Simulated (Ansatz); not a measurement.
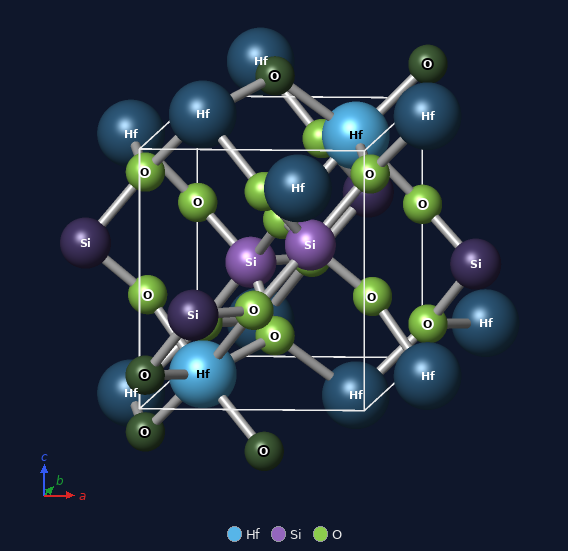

A ball-and-stick rendering, viewed slightly off an axis. One simulation cell is framed, with atoms on its boundary repeated. Outside the box, the atoms bonded to those within are drawn, in fainter colours.

Full input:
```yaml
crystal:
  lattice:
    - [4.5996333747, 0.0, 0.0991799474]
    - [0.0, 5.0918150055, 0.0]
    - [0.1027289893, 0.0, 5.2936773285]
  atoms:
    - { symbol: Hf, position: [0.2239247737, 0.2219831542, 0.0893877015] }
    - { symbol: Si, position: [0.3033393262, 0.7448363798, 0.4143713555] }
    - { symbol: Si, position: [0.6966606738, 0.2448363798, 0.5856286445] }
    - { symbol: Hf, position: [0.7760752263, 0.7219831542, 0.9106122985] }
    - { symbol: O, position: [-0.0469234229, 0.3223398915, 0.3731099684] }
    - { symbol: O, position: [0.0639219921, 0.8489808366, 0.160609322] }
    - { symbol: O, position: [0.499428881, 0.5322447639, 0.623966238] }
    - { symbol: O, position: [0.5401526416, 1.0556149738, 0.8286867032] }
    - { symbol: O, position: [0.500571119, 1.0322447639, 0.376033762] }
    - { symbol: O, position: [0.4598473584, 0.5556149738, 0.1713132968] }
    - { symbol: O, position: [0.9360780079, 0.3489808366, 0.839390678] }
    - { symbol: O, position: [1.0469234229, 0.8223398915, 0.6268900316] }
kpoints:
  mp_grid: { grid: [4, 4, 4] }
  band_path:
    path:
      - [0.0, 0.0, 0.0]
      - [0.0, -0.5, 0.0]
      - [0.0, -0.5, 0.5]
      - [0.0, 0.0, 0.5]
      - [0.5, 0.0, 0.5]
      - [0.5, -0.5, 0.5]
      - [0.5, -0.5, 0.0]
      - [0.5, 0.0, 0.0]
      - [0.0, 0.296875, 0.0]
      - [0.0, -0.25, 0.0]
    npoints: 1
hamiltonian:
  xc: hse06
scf:
  occupations: { method: fixed }
  n_extra_bands: 7
output:
  forces: true
  stress: true
  eigenvalues: true
```

The numbers come from DFT, HSE06, plane waves, PAW in Ansatz, using an energy cutoff of 420 eV, 4×4×4 k-points, no spin polarisation.

Predict the gap.

Answer. An insulator at this level, with a gap of 5.30 eV, indirect; the smallest direct gap is 5.56 eV.

Under what pressure is the structure?

Answer. The computed pressure is -0.4 GPa (stretched: it would shrink).

The structure comes from a structure type filled with these elements by a generator (whether the compound takes this form wasn't checked). Earlier steps of the study, as a rule a relaxation of our own, may have changed the cell and positions, so they can lie some per cent off the listed ones. Ansatz was used for an electronic-structure calculation on it.
